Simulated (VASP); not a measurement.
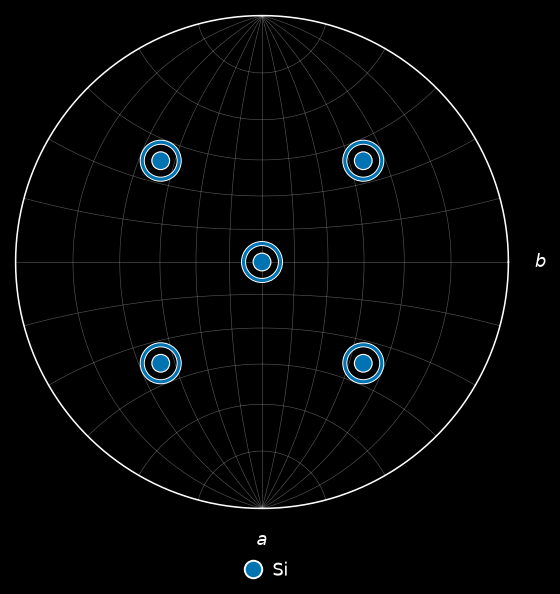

Directions from one tungsten atom at (0, 0, 0) to its bonded neighbours, in stereographic projection down c (filled: above the plane of the page or in it, open: below). Crystal: Si2W, an entry of the Crystallography Open Database, as set up for an electronic-structure calculation. Symmetry computed with spglib at a tolerance of 0.002 Å; standard conventional cell.

Neighbours are counted up to 3.33 Å for Si.

```cif
data_structure
_symmetry_space_group_name_H-M 'P 1'
_symmetry_Int_Tables_number 1
_cell_length_a 3.2138
_cell_length_b 3.2138
_cell_length_c 7.8299
_cell_angle_alpha 90.000
_cell_angle_beta 90.000
_cell_angle_gamma 90.000
_cell_volume 80.87
loop_
_atom_site_label
_atom_site_type_symbol
_atom_site_fract_x
_atom_site_fract_y
_atom_site_fract_z
_atom_site_occupancy
W1 W 0.00000 0.00000 0.00000 1
Si1 Si 0.50000 0.50000 0.16530 1
Si2 Si 0.00000 0.00000 0.33470 1
W2 W 0.50000 0.50000 0.50000 1
Si3 Si 0.00000 0.00000 0.66530 1
Si4 Si 0.50000 0.50000 0.83470 1
```

How many neighbours are there, and at what angles?

10: 10 Si at 2.62 Å. Angles between bonds: 59° (4×), 60° (8×), 76° (8×), 104° (8×), 120° (8×), 121° (4×), 180° (5×).

What is the site's symmetry in the crystal?

Point group 4/mmm (D4h), order 16: one fourfold axis, four twofold axes, five mirror planes, an inversion centre. In I4/mmm, No. 139 this is Wyckoff position 2a.
